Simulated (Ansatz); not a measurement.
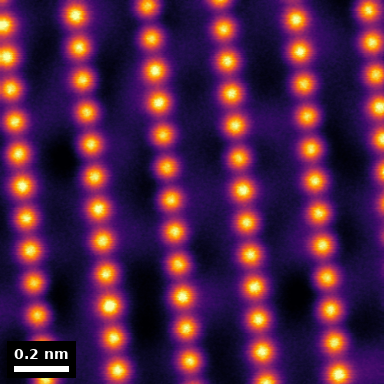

Z-contrast image of La (Fm-3m, No. 225). Simulation: incoherent imaging, intensity Z^1.7 per atom, probe width 0.70 Å, thin sample. The probe carries 25 % of its weight in a tail 2.5 times as wide. Shot noise, a slight drift and the speckle of an amorphous layer were added. Structure: the input geometry of a calculation; the starting structure was generated, so it need not be a known form of this composition.

```
CELL_PARAMETERS angstrom
5.30475 0.00000 0.00000
0.00000 5.30475 0.00000
0.00000 0.00000 5.30475
ATOMIC_POSITIONS crystal
La 0.00000 0.00000 0.00000
La 0.00000 0.50000 0.50000
La 0.50000 0.00000 0.50000
La 0.50000 0.50000 0.00000
```

> Which beam direction gives this image, [211], [001], [221] or [210]? (Directions equivalent by symmetry count as one.)

[210]. The projected cells are 1.88 × 3.06 Å, 90° for [211]; 2.65 × 2.65 Å, 90° for [001]; 1.25 × 1.98 Å, 108° for [221]; 1.19 × 2.65 Å, 90° for [210], and the image repeats as the [210] one does.
